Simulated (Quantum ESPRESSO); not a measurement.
## SiO2: density-of-states run (part 1 of 2)

SiO2 (P4₁2₁2, 12 atoms in the cell), computed with Kohn-Sham DFT of a periodic cell, PW91 with D4, PseudoDojo 0.5 SR PBE stringent, no spin polarisation (Quantum ESPRESSO 7.5).

The structure derives from an entry of the Crystallography Open Database.

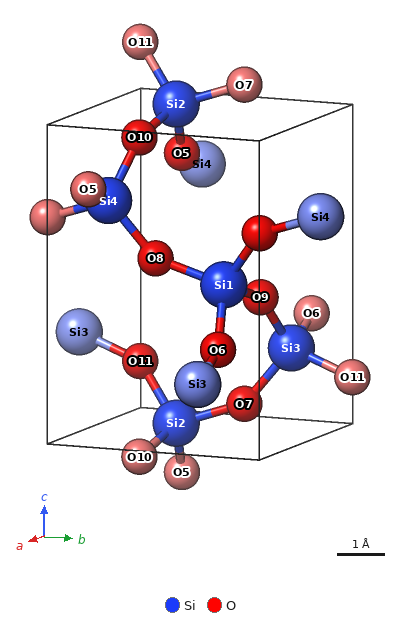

The structure (ball-and-stick view of the cell of the calculation, seen slightly off an axis; neighbours outside the cell are drawn fainter; atoms are numbered from 1 in the order of the input). An atom can appear more than once, as a periodic image.

Key numbers

- outcome: converged
- space group (tolerance 0.01 Å): P4₁2₁2 (92)
- electrons treated: 64
- free energy: −4092.5305 eV
- Fermi energy: 4.512 eV
- gap on the k-point mesh: 5.84 eV
- pressure: 5.95 GPa
- largest force (length of the vector): 0.375 eV/Å
- hardware: 1 thread of INTEL XEON PLATINUM @ 2.30GHz (Emerald Rapids), 24 GiB of memory available, shared host
- wall time: 11 min
- peak memory: 0.7 GiB

Remarks

Settings chosen away from the usual ones: width set to 0.2 (from 0.05); diagonalization set to paro; mixing_ndim set to 2. The settings depart from the standard set-up of this series, which can bear on the numbers. Further notes kept with the run: potentials made for another functional; known fault: unknown dispersion keyword is ignored with a warning. Notes on the run: WARNING: unknown vdw correction (vdw_corr): grimme-dN No vdw correction used. Points of doubt noted for this run: potentials made for another functional; unknown dispersion keyword is ignored with a warning. So coarse a mesh can miss the band edges, so the true gap of this method can be much smaller, or zero.

The input
```
&CONTROL
  calculation = 'scf'
  prefix = 'pwscf'
  outdir = './tmp'
  pseudo_dir = './pseudo'
  tprnfor = .true.
  tstress = .true.
  disk_io = 'low'
/
&SYSTEM
  space_group = 92
  A = 4.982
  C = 6.963
  nat = 2
  ntyp = 2
  ecutwfc = 92
  nbnd = 43
  input_dft = 'pw91'
  occupations = 'smearing'
  smearing = 'fd'
  degauss = 0.01469973
  vdw_corr = 'grimme-d4'
/
&ELECTRONS
  conv_thr = 2.4d-09
  electron_maxstep = 120
  mixing_beta = 0.5
  diagonalization = 'paro'
  mixing_ndim = 2
/
ATOMIC_SPECIES
Si    28.0850 Si.upf
O     15.9990 O.upf
ATOMIC_POSITIONS crystal_sg
Si     0.7989700000    0.2010300000    0.7500000000
O      0.1034700000    0.2398900000    0.8218700000
K_POINTS automatic
5 5 3 0 0 0
```

File pp_density.in
```
&INPUTPP
  prefix = 'pwscf'
  outdir = './tmp'
  filplot = 'density.dat'
  plot_num = 0
/
&PLOT
  nfile = 1
  filepp(1) = 'density.dat'
  iflag = 3
  output_format = 6
  fileout = 'density.cube'
/
```

File pp_potential.in
```
&INPUTPP
  prefix = 'pwscf'
  outdir = './tmp'
  filplot = 'potential.dat'
  plot_num = 11
/
&PLOT
  nfile = 1
  filepp(1) = 'potential.dat'
  iflag = 3
  output_format = 6
  fileout = 'potential.cube'
/
```

File pp_elf.in
```
&INPUTPP
  prefix = 'pwscf'
  outdir = './tmp'
  filplot = 'elf.dat'
  plot_num = 8
/
&PLOT
  nfile = 1
  filepp(1) = 'elf.dat'
  iflag = 3
  output_format = 6
  fileout = 'elf.cube'
/
```

File nscf.in
```
&CONTROL
  calculation = 'nscf'
  prefix = 'pwscf'
  outdir = './tmp'
  pseudo_dir = './pseudo'
  disk_io = 'low'
/
&SYSTEM
  space_group = 92
  A = 4.982
  C = 6.963
  nat = 2
  ntyp = 2
  ecutwfc = 92
  nbnd = 43
  input_dft = 'pw91'
  occupations = 'tetrahedra_opt'
  vdw_corr = 'grimme-d4'
/
&ELECTRONS
  conv_thr = 1d-08
  electron_maxstep = 120
  mixing_beta = 0.5
  diagonalization = 'paro'
  mixing_ndim = 2
/
ATOMIC_SPECIES
Si    28.0850 Si.upf
O     15.9990 O.upf
ATOMIC_POSITIONS crystal_sg
Si     0.7989700000    0.2010300000    0.7500000000
O      0.1034700000    0.2398900000    0.8218700000
K_POINTS automatic
8 8 5 0 0 0
```

File dos.in
```
&DOS
  prefix = 'pwscf'
  outdir = './tmp'
  fildos = 'dos.dat'
  Emin = -10
  Emax = 15
  DeltaE = 0.05
/
```

Command:
```bash
OMP_NUM_THREADS=1 pw.x -in pw.in > pw.out
OMP_NUM_THREADS=1 pp.x -in pp_density.in > pp_density.out
OMP_NUM_THREADS=1 pp.x -in pp_potential.in > pp_potential.out
OMP_NUM_THREADS=1 pp.x -in pp_elf.in > pp_elf.out
OMP_NUM_THREADS=1 pw.x -in nscf.in > nscf.out
OMP_NUM_THREADS=1 dos.x -in dos.in > dos.out
```

Log
```
This program is part of the open-source Quantum ESPRESSO suite
     for quantum simulation of materials; please cite
         "P. Giannozzi et al., J. Phys.:Condens. Matter 21 395502 (2009);
         "P. Giannozzi et al., J. Phys.:Condens. Matter 29 465901 (2017);
         "P. Giannozzi et al., J. Chem. Phys. 152 154105 (2020);
          URL
     in publications or presentations arising from this work. More details at

     Message from routine set_vdw_corr:
     WARNING: unknown vdw correction (vdw_corr): grimme-d4. No vdw correction used.

     IMPORTANT: XC functional enforced from input :
     Exchange-correlation= PW91
                           (   1   4   2   2   0   0   0)
     Any further DFT definition will be discarded
     Please, verify this is what you really want

     G-vector sticks info
     --------------------
     sticks:   dense  smooth     PW     G-vecs:    dense   smooth      PW
     Sum        2593    2593    697               139041   139041   19649

     Using Slab Decomposition

     bravais-lattice index     =            6
     lattice parameter (alat)  =       9.4146  a.u.
     unit-cell volume          =    1166.2736 (a.u.)^3
     number of atoms/cell      =           12
     number of atomic types    =            2
     number of electrons       =        64.00
     number of Kohn-Sham states=           43
     kinetic-energy cutoff     =      92.0000  Ry
     charge density cutoff     =     368.0000  Ry
     scf convergence threshold =      2.4E-09
     mixing beta               =       0.5000
     number of iterations used =            2  plain     mixing
     Exchange-correlation= PW91
                           (   1   4   2   2   0   0   0)

     celldm(1)=   9.414616  celldm(2)=   0.000000  celldm(3)=   1.397631
     celldm(4)=   0.000000  celldm(5)=   0.000000  celldm(6)=   0.000000

     crystal axes: (cart. coord. in units of alat)
               a(1) = (   1.000000   0.000000   0.000000 )
               a(2) = (   0.000000   1.000000   0.000000 )
               a(3) = (   0.000000   0.000000   1.397631 )

     reciprocal axes: (cart. coord. in units 2 pi/alat)
               b(1) = (  1.000000  0.000000  0.000000 )
               b(2) = (  0.000000  1.000000  0.000000 )
               b(3) = (  0.000000  0.000000  0.715496 )

     PseudoPot. # 1 for Si read from file:
     Si.upf
     Pseudo is Norm-conserving + core correction, Zval =  4.0
     Generated using ONCVPSP code by D. R. Hamann
     Using radial grid of 1510 points,  6 beta functions with:
                l(1) =   0
                l(2) =   0
                l(3) =   1
                l(4) =   1
                l(5) =   2
                l(6) =   2

     PseudoPot. # 2 for O  read from file:
     O.upf
     Pseudo is Norm-conserving + core correction, Zval =  6.0
     Generated using ONCVPSP code by D. R. Hamann
     Using radial grid of  936 points,  5 beta functions with:
                l(1) =   0
                l(2) =   0
                l(3) =   1
                l(4) =   1
                l(5) =   2

     atomic species   valence    mass     pseudopotential
     Si                4.00    28.08500     Si( 1.00)
     O                 6.00    15.99900     O ( 1.00)

      8 Sym. Ops. (no inversion) found ( 6 have fractional translation)

   Cartesian axes

     site n.     atom                  positions (alat units)
         1        Si     tau(   1) = (   0.7010300   0.7010300   0.6988157  )
         2        Si     tau(   2) = (   0.2989700   0.2989700   0.0000000  )
         3        Si     tau(   3) = (   0.2010300   0.7989700   0.3494079  )
         4        Si     tau(   4) = (   0.7989700   0.2010300   1.0482236  )
         5        O      tau(   5) = (   0.1034700   0.2398900   1.1486714  )
         6        O      tau(   6) = (   0.8965300   0.7601100   0.4498556  )
         7        O      tau(   7) = (   0.2601100   0.6034700   0.1004478  )
         8        O      tau(   8) = (   0.7398900   0.3965300   0.7992635  )
         9        O      tau(   9) = (   0.3965300   0.7398900   0.5983680  )
        10        O      tau(  10) = (   0.6034700   0.2601100   1.2971837  )
        11        O      tau(  11) = (   0.2398900   0.1034700   0.2489601  )
        12        O      tau(  12) = (   0.7601100   0.8965300   0.9477758  )

     number of k points=    12  Fermi-Dirac smearing, width (Ry)=  0.0147
                       cart. coord. in units 2pi/alat
        k(    1) = (   0.0000000   0.0000000   0.0000000), wk =   0.0266667
        k(    2) = (   0.0000000   0.0000000   0.2384987), wk =   0.0533333
        k(    3) = (   0.0000000   0.2000000   0.0000000), wk =   0.1066667
        k(    4) = (   0.0000000   0.2000000   0.2384987), wk =   0.2133333
        k(    5) = (   0.0000000   0.4000000   0.0000000), wk =   0.1066667
        k(    6) = (   0.0000000   0.4000000   0.2384987), wk =   0.2133333
        k(    7) = (   0.2000000   0.2000000   0.0000000), wk =   0.1066667
        k(    8) = (   0.2000000   0.2000000   0.2384987), wk =   0.2133333
        k(    9) = (   0.2000000   0.4000000   0.0000000), wk =   0.2133333
        k(   10) = (   0.2000000   0.4000000   0.2384987), wk =   0.4266667
        k(   11) = (   0.4000000   0.4000000   0.0000000), wk =   0.1066667
        k(   12) = (   0.4000000   0.4000000   0.2384987), wk =   0.2133333

     Dense  grid:   139041 G-vectors     FFT dimensions: (  60,  60,  96)

     Initial potential from superposition of free atoms

     starting charge      63.9975, renormalised to      64.0000
     Starting wfcs are   48 randomized atomic wfcs

     Self-consistent Calculation

     iteration #  1     ecut=    92.00 Ry     beta= 0.50
     ParO style diagonalization
     ethr =  1.00E-02,  avg # of iterations =  7.3

     total energy              =    -299.96224512 Ry
     estimated scf accuracy    <       3.11333238 Ry

     iteration #  2     ecut=    92.00 Ry     beta= 0.50
     ParO style diagonalization
     ethr =  4.86E-03,  avg # of iterations =  5.7

     total energy              =    -300.74670201 Ry
     estimated scf accuracy    <       0.28582526 Ry

     iteration #  3     ecut=    92.00 Ry     beta= 0.50
     ParO style diagonalization
     ethr =  4.47E-04,  avg # of iterations =  5.1

     total energy              =    -300.79459053 Ry
     estimated scf accuracy    <       0.02223585 Ry

     iteration #  4     ecut=    92.00 Ry     beta= 0.50
     ParO style diagonalization
     ethr =  3.47E-05,  avg # of iterations =  5.5

     total energy              =    -300.79541361 Ry
     estimated scf accuracy    <       0.00014461 Ry

     iteration #  5     ecut=    92.00 Ry     beta= 0.50
     ParO style diagonalization
     ethr =  2.26E-07,  avg # of iterations =  6.7

     total energy              =    -300.79544227 Ry
     estimated scf accuracy    <       0.00001922 Ry

     iteration #  6     ecut=    92.00 Ry     beta= 0.50
     ParO style diagonalization
     ethr =  3.00E-08,  avg # of iterations =  7.0

     total energy              =    -300.79544505 Ry
     estimated scf accuracy    <       0.00000145 Ry

     iteration #  7     ecut=    92.00 Ry     beta= 0.50
     ParO style diagonalization
     ethr =  2.26E-09,  avg # of iterations =  6.0

     total energy              =    -300.79544539 Ry
     estimated scf accuracy    <       0.00000016 Ry

     iteration #  8     ecut=    92.00 Ry     beta= 0.50
     ParO style diagonalization
     ethr =  2.50E-10,  avg # of iterations =  6.1

     total energy              =    -300.79544543 Ry
     estimated scf accuracy    <       0.00000002 Ry

     iteration #  9     ecut=    92.00 Ry     beta= 0.50
     ParO style diagonalization
     ethr =  2.81E-11,  avg # of iterations =  5.9

     End of self-consistent calculation

          k = 0.0000 0.0000 0.0000 ( 17417 PWs)   bands (ev):

   -18.1473 -17.2439 -17.2439 -16.0721 -16.0203 -16.0170 -16.0040 -16.0040
    -8.2471  -6.1363  -6.1363  -4.5434  -4.4219  -4.4219  -3.9386  -3.7738
    -1.6808  -1.6641  -1.6641  -1.1159  -1.0293  -0.7595  -0.5506  -0.5097
    -0.5097  -0.0282  -0.0282   0.0924   0.6233   1.0131   1.0131   1.2820
     7.1230  10.2146  10.2146  10.6045  10.6045  11.0236  11.3450  12.4896
    12.5384  12.5384  12.7462

          k = 0.0000 0.0000 0.2385 ( 17380 PWs)   bands (ev):

   -18.0356 -17.7173 -16.7078 -16.2556 -16.0171 -16.0129 -16.0096 -16.0057
    -7.9383  -7.1405  -5.2433  -4.7079  -4.3556  -4.2532  -4.1044  -3.9454
    -1.6165  -1.6030  -1.4573  -1.0683  -0.9250  -0.7333  -0.7167  -0.6525
    -0.5779  -0.5050   0.2979   0.5637   0.7052   0.7213   0.9360   1.0840
     7.7121   9.0839  10.5145  10.9042  11.0572  11.1063  11.1926  12.0309
    12.1845  12.3230  12.7569

          k = 0.0000 0.2000 0.0000 ( 17373 PWs)   bands (ev):

   -18.0645 -17.3286 -17.1446 -16.1487 -16.0768 -16.0416 -16.0164 -16.0049
    -8.0340  -6.3459  -5.9084  -4.5278  -4.4464  -4.3496  -3.9702  -3.8009
    -1.8942  -1.5962  -1.5188  -1.0437  -1.0305  -0.8125  -0.7202  -0.5054
    -0.4484  -0.2056   0.1107   0.1212   0.5598   0.8751   0.9756   1.1620
     7.5337  10.3122  10.3383  10.6316  10.6622  11.2120  11.3734  11.4002
    12.3928  12.6582  12.7155

          k = 0.0000 0.2000 0.2385 ( 17394 PWs)   bands (ev):

   -17.9622 -17.6745 -16.7489 -16.3461 -16.0427 -16.0366 -16.0130 -16.0075
    -7.7672  -7.0712  -5.2470  -4.7172  -4.3127  -4.2520  -4.0994  -3.9550
    -1.7670  -1.5591  -1.4321  -1.2442  -0.9600  -0.8437  -0.6413  -0.5412
    -0.5040  -0.4282   0.1765   0.4544   0.6044   0.7404   0.8298   1.1283
     8.0492   9.2887  10.5207  10.9329  11.0199  11.2056  11.2461  11.5437
    11.8397  12.2336  12.6887

          k = 0.0000 0.4000 0.0000 ( 17340 PWs)   bands (ev):
```
